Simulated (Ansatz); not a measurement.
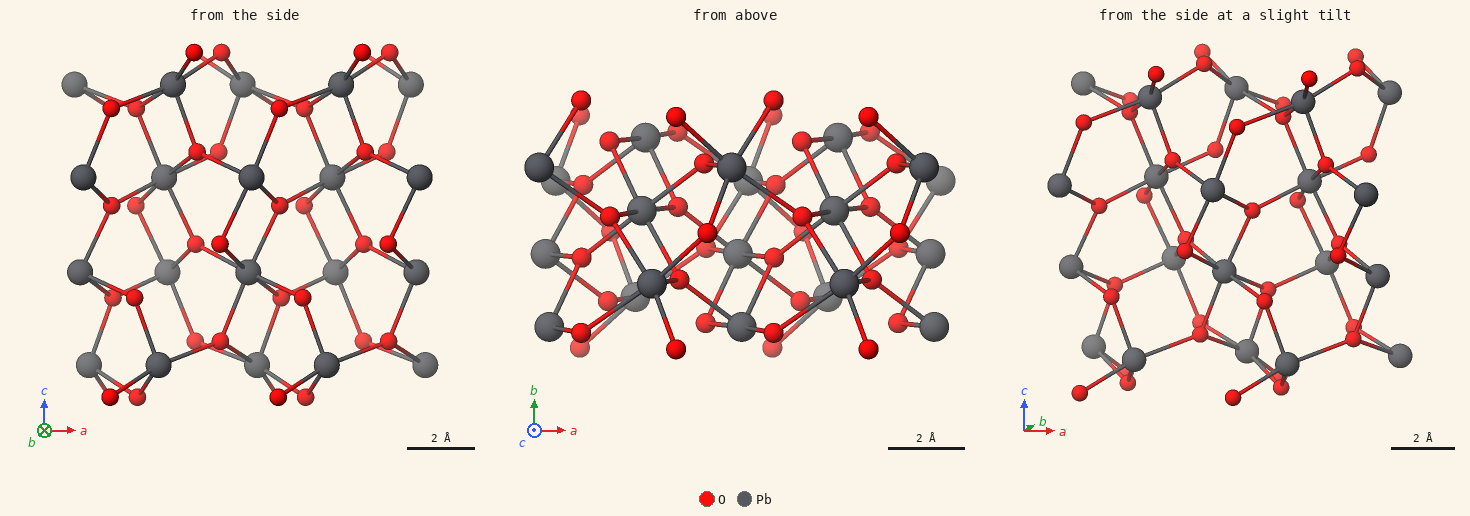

A ball-and-stick picture of a periodic slab, seen from the side, from above and from the side at a slight tilt. The surface normal points up in side views; the vacuum is left out. 2×1 cells are drawn in the plane, with atoms at the edges repeated.

The cell holds 8 Pb, 16 O. The slab was cut from bulk PbO2 (P4_2/mnm).

Which atoms form the outer planes?

The top face ends in O, the bottom face in O. The two faces are alike.

How far does the slab extend along the normal?

About 10 Å from the lowest to the highest atom.

How are the atomic planes stacked?

Twelve planes: O / Pb / O / O / Pb / O / O / Pb / O / O / Pb / O.

Index the surface.

(1 0 1).

The structure was taken from a structure type filled with these elements by a generator (whether the compound takes this form wasn't checked); a slab was cut from it. The atoms were relaxed in a fixed cell with Ansatz, DFT PBE, scalar-relativistic, plane waves, PAW.
